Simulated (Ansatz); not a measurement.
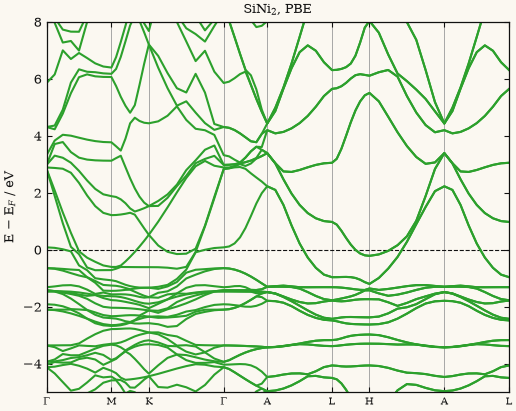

Band structure. Energies are counted from the Fermi level. The path runs straight from each named point to the next.

Which Bravais lattice do the labels of the path belong to?

A hexagonal (primitive) lattice: the path Γ–M–K–Γ–A–L–H–A–L runs through the special points of its Brillouin zone.

The material is SiNi2, space group P6_3/mmc, 6 atoms in the cell.

Computed with Ansatz 0.2.0: DFT, PBE, all-electron PAW with datasets made for the crystal, scalar-relativistic, spin-polarised, 8×8×6 k mesh, 360 eV cutoff, Fermi-Dirac smearing of 0.05 eV.

Is there a gap at the Fermi level?

A metal: 4 bands cross the Fermi level along this path.

Which levels at Γ lie nearest to the Fermi level?

At Γ the nearest levels lie 0.64 eV below and 0.09 eV above the Fermi level.

Some starting moments didn't survive the run. The cell is at 11 GPa in this functional.
